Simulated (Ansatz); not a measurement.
# Single-point calculation of CoO (part 3 of 3)

CoO (slab, 8 atoms in the cell); DFT, PBE, plane waves, PAW, spin-polarised (Ansatz 0.2.0); cutoff 420 eV, 9×9×1 k-mesh, Methfessel–Paxton smearing of 0.005 eV, collinear spins. The structure derives from a Materials Project entry.

```
this state was not tested for a lower state beside it, because cold or Methfessel-Paxton smearing, or corrected tetrahedra, fill the levels in a way that the test cannot read (fill_not_monotonic; see scf.lower_state_search)
SCF converged after 32 iterations
Magnetization: -0.9136 μB (45.5432 up, 46.4568 down)
Absolute magnetization: 9.7312 μB (∫|ρ↑−ρ↓|, with the PAW one-centre terms)
Spin contamination: 4.4581 ħ² per cell (⟨S²⟩ above its minimum at these occupations)
Per-site moments (μB) at R_I (Å): [(1.7665713567273584, 0.8101131448648864), (0.10398312223097926, 0.7798793465762174), (-2.107423267958665, 0.7798793465762174), (-0.1560810779347907, 0.7817979872229632), (2.007764593846028, 0.7817979872229632), (0.11452971060452928, 0.8087504512458317), (-2.145157623341848, 0.7837970544217403), (-0.291857371586772, 0.7837970544217403)]
Free energy (F): -22768.672518 eV
Harris-Foulkes:  -22768.672518 eV  (|F-HF|=2.61e-8)
Internal energy: -22768.672562 eV  (E = F + TS)
E sigma→0 (E₀):  -22768.672529 eV
Entropy (-TS):   0.000044 eV (0.006 meV/atom)
Fermi energy:    1.605644 eV
Dipole field:    D = -0.048539 V/Å  (p = -0.060374 e·Å, saw-weighted, corrected)
Work function:   Φ+ = 5.5131 eV   Φ− = 4.2848 eV
Levels:          The Fermi level and band energies are counted from a zero that moves with the ramp; work functions are not
--- Per-component energies (eV) ---
  E_band       = -2344.919626
  E_kinetic    = 2474.080579
  E_local      = -148510.537530  (includes V_loc(G=0)·N_el)
  E_nonlocal   = 2046.487864
  E_hartree    = 72464.763542
  E_xc         = -913.614009
  E_vxc        = -1173.736228  (∫ρ·V_xc dr)
  E_paw        = -6703.639148  (= ΣΔE_a)
  E_vpaw       = -2110.378000  (= ΣTr[D̂ρ^β])
  E_aug_tail   = 0.010231  (compensation charges beyond the density's cutoff)
  E_efield     = 0.001465  (sawtooth field / dipole correction)
  E_vefield    = -0.335462  (∫n·V_field dr)
  E_ewald      = 56373.774444
  E_smearing   = 0.000044  (= −TS)
  E_closure    = -0.000000  (closes the sum)
  Σ components = -22768.672518   (vs F -22768.672518, Δ=0.00e0)
--- Forces (eV/Å), atoms counted from 1 ---
  atom   1  Co     0.00000000    -0.00000000     1.47126355
  atom   2  O     -0.00000000    -0.00000000    -1.52944103
  atom   3  Co     0.00000000    -0.00000000     0.03795961
  atom   4  O      0.00000000     0.00000000     0.00078815
  atom   5  Co     0.00000000    -0.00000000     0.03958752
  atom   6  O      0.00000000     0.00000000     0.00446527
  atom   7  Co     0.00000000     0.00000000    -0.00165215
  atom   8  O      0.00000000    -0.00000000    -0.02291792
  max |Σ_I F_I| component: 5.30e-5 eV/Å
--- Band table (eV; the first three rows and the last of 24) ---
  k-point 0 ↑: bands = ["-94.9726", "-94.2178", "-92.4773", "-92.4117", "-58.3991", "-58.1815", "-58.1815", "-57.6599", "-57.6599", "-57.2482", "-55.9038", "-55.8276", "-55.8276", "-55.7353", "-55.6845", "-55.6845", "-18.4406", "-18.1261", "-17.8036", "-16.7540", "-5.2958", "-4.8825", "-4.5725", "-4.3100", "-4.3100", "-4.2805", "-4.2805", "-3.5806", "-3.5806", "-3.2490", "-3.2490", "-2.0761", "-0.5048", "-0.5048", "-0.2440", "-0.2440", "-0.0780", "0.2499", "0.5547", "0.5547", "0.7712", "0.7712", "1.6373", "1.6816", "1.6816", "1.8231", "1.8231", "2.3648", "3.3757", "3.4259", "3.6052", "3.6052", "4.2043", "4.2043", "4.6132", "5.5708", "6.1770", "6.8345", "7.1939", "7.9601", "8.5700"]
  k-point 1 ↑: bands = ["-94.9725", "-94.2176", "-92.4772", "-92.4115", "-58.3989", "-58.1832", "-58.1819", "-57.6618", "-57.6604", "-57.2480", "-55.9036", "-55.8297", "-55.8281", "-55.7351", "-55.6866", "-55.6850", "-18.3880", "-18.0743", "-17.7676", "-16.7062", "-5.2246", "-4.8660", "-4.6288", "-4.4510", "-4.2692", "-4.2683", "-4.2371", "-3.7036", "-3.5578", "-3.3483", "-3.1736", "-2.0241", "-0.5645", "-0.5125", "-0.3359", "-0.2611", "-0.0372", "0.2764", "0.5369", "0.5627", "0.7314", "0.7452", "1.4855", "1.6110", "1.6111", "1.7474", "1.8502", "2.6531", "3.2301", "3.3993", "3.5332", "3.7144", "3.9494", "4.0454", "4.9360", "5.8721", "6.4299", "7.1406", "7.4369", "8.3108", "8.7638"]
  k-point 2 ↑: bands = ["-94.9722", "-94.2173", "-92.4768", "-92.4112", "-58.3984", "-58.1877", "-58.1830", "-57.6664", "-57.6615", "-57.2474", "-55.9030", "-55.8353", "-55.8295", "-55.7346", "-55.6918", "-55.6863", "-18.2532", "-17.9388", "-17.6777", "-16.5837", "-5.1578", "-4.9349", "-4.7342", "-4.6113", "-4.2182", "-4.1659", "-4.1239", "-3.8975", "-3.5191", "-3.5006", "-2.9731", "-1.9197", "-0.7244", "-0.5091", "-0.4985", "-0.2768", "-0.1013", "0.2633", "0.4039", "0.5628", "0.5677", "0.6747", "1.2090", "1.4102", "1.4346", "1.5515", "2.2701", "2.8289", "3.0080", "3.1955", "3.3301", "3.4024", "3.6326", "4.5121", "5.7873", "6.6429", "7.1044", "7.8902", "8.1156", "9.1597", "9.3762"]
  k-point 11 ↓: bands = ["-95.2360", "-95.1488", "-92.3614", "-92.0092", "-58.5894", "-58.5365", "-58.4820", "-58.4789", "-58.3669", "-58.3647", "-55.7969", "-55.6684", "-55.6655", "-55.3980", "-55.3950", "-55.3238", "-17.8372", "-17.7431", "-17.2953", "-16.8293", "-4.9502", "-4.8320", "-4.6878", "-4.3386", "-4.3282", "-4.1891", "-4.1156", "-3.8173", "-3.7580", "-3.7136", "-3.6067", "-2.3251", "-1.5413", "-1.4715", "-0.8066", "-0.7485", "-0.5686", "-0.3547", "-0.1799", "-0.0296", "-0.0204", "0.6873", "0.8896", "0.9464", "1.2893", "1.4926", "1.5833", "1.8246", "1.9976", "2.4631", "2.5550", "2.5853", "6.9205", "8.5160", "8.6201", "8.8315", "9.1315", "9.5455", "10.2257", "10.3995", "10.6253"]
```

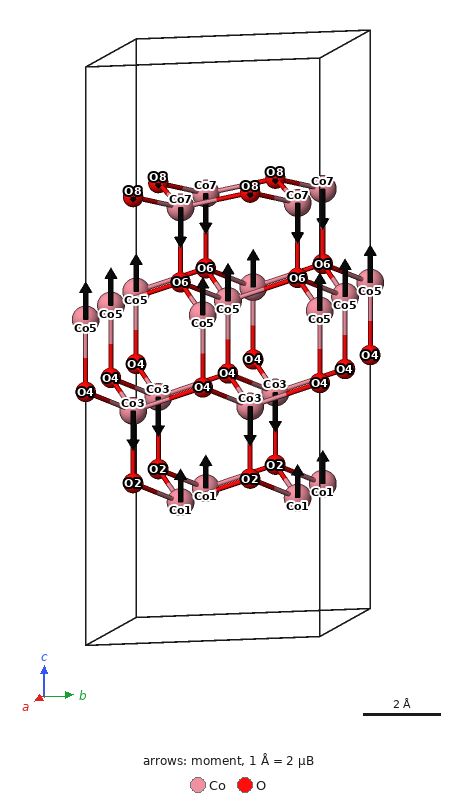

*Magnetic moments of the sites as black arrows (ball-and-stick view of the 2 × 2 repeat of the cell, with the vacuum cut short, seen slightly off an axis; atoms are numbered from 1 in the order of the input); small moments hardly show. The run is collinear, so the axis drawn is arbitrary.*

Site moments: Co7 (−2.15 μB); Co3 (−2.11 μB); Co5 (2.01 μB); Co1 (1.77 μB); O8 (−0.29 μB); O4 (−0.16 μB); O6 (0.11 μB), among others. They are counted near the atoms and needn't add up to the moment of the cell.

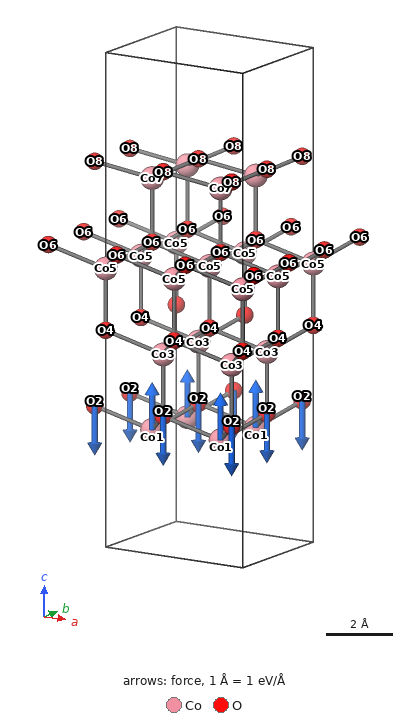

*Forces on the atoms as blue arrows (ball-and-stick view of the 2 × 2 repeat of the cell, with the vacuum cut short, seen slightly off an axis; bonded neighbours outside the cell are drawn too; atoms are numbered from 1 in the order of the input); the smallest are left out.*

The largest act on O2 (1.53 eV/Å); Co1 (1.47 eV/Å). The geometry is not a stationary point of this energy.

The run was set up as follows.

**Input**
```yaml
crystal:
  lattice:
    - [3.2047189808, 0.0, 0.0]
    - [-1.6023594904, 2.7753680493, 0.0]
    - [0.0, 0.0, 25.3055851158]
  atoms:
    - { symbol: Co, position: [0.3333333333, 0.6666666667, 0.3358942289], spin: 2.25 }
    - { symbol: O, position: [0.6666666667, 0.3333333333, 0.3619135986], spin: 0.15 }
    - { symbol: Co, position: [0.6666666667, 0.3333333333, 0.4366250344], spin: -2.25 }
    - { symbol: O, position: [0.0, 0.0, 0.4626441843], spin: -0.15 }
    - { symbol: Co, position: [0.0, 0.0, 0.5375394234], spin: 2.25 }
    - { symbol: O, position: [0.3333333333, 0.6666666667, 0.5633613126], spin: 0.15 }
    - { symbol: Co, position: [0.3333333333, 0.6666666667, 0.640838563], spin: -2.25 }
    - { symbol: O, position: [0.6666666667, 0.3333333333, 0.65792825], spin: -0.15 }
basis:
  ecutwfc: 420
kpoints:
  mp_grid: { grid: [9, 9, 1] }
hamiltonian:
  xc: pbe
scf:
  occupations: { method: methfessel_paxton, width: 0.005 }
  algorithm: density_mixing
output:
  forces: true
  eigenvalues: true
magnetization:
  spin_polarized: true
efield:
  axis: 3
  dipole_correction: true
  ramp_width: 0.04
```

Launch command:
```bash
ansatz run input.yaml --threads 2 --pin off --max-ram 5120MiB --backend cpu --events-out ev --progress --plain --runs-dir out
```

**Results in brief**

| quantity | value |
| --- | --- |
| outcome | converged |
| electrons treated | 92 |
| free energy | −22768.6725 eV |
| Fermi energy | 1.606 eV |
| gap on the k-point mesh | none (metallic) |
| net moment of the cell | −0.91 μB |
| integrated absolute moment | 9.73 μB |
| largest force (length of the vector) | 1.529 eV/Å |
| hardware | 2 threads of Intel Xeon (Granite Rapids), 192 GiB of memory available, shared host |
| wall time | 22 s (CPU time 43 s) |
| peak memory | 0.67 GiB |

Settings chosen away from the usual ones: scf.occupations.method set to methfessel_paxton (from gaussian); scf.occupations.width set to 0.005 (from 0.05); scf.algorithm set to density_mixing. Warnings of the run: the state was not tested for a lower one.
